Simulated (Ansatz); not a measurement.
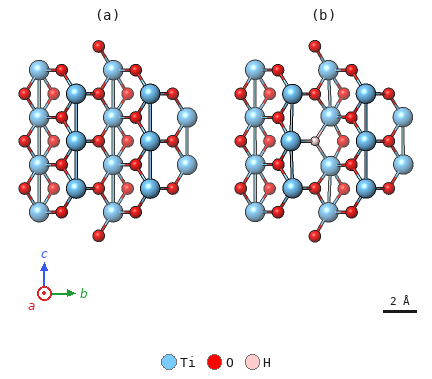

Left: perfect TiO2. Right: the same region with one point defect, after relaxing the atoms in a supercell of 72 sites. Style: ball-and-stick. Shown: the atoms within 6.0 Å of one point, in a slice 4.2 Å thick across the line of sight, along the a axis.

Theory: DFT, PBEsol, PAW, plane waves in Ansatz 0.2.0. Settings: plane-wave cutoff 420 eV; k-point mesh 1 × 1 × 1; mesh shifted by (0.25, 0.25, 0.25); no spin polarisation. Fermi-Dirac smearing of 0.01 eV. A uniform background neutralises the charged cell. The axes drawn are those of the host's conventional cell.

Q: What kind of defect was made?

A: An oxygen atom is replaced by hydrogen.

The charge state of the cell is +1.

Q: How does the lattice respond?

A: In the host the O atom has 3 Ti at 1.94 to 1.98 Å; the H atom ends with 3 Ti at 2.06 to 2.12 Å. Of the host's atoms, a titanium atom moves furthest from its site, by 0.14 Å.

Limits of the set-up: the cell is charged, on a uniform background, and energies carry no finite-size correction.
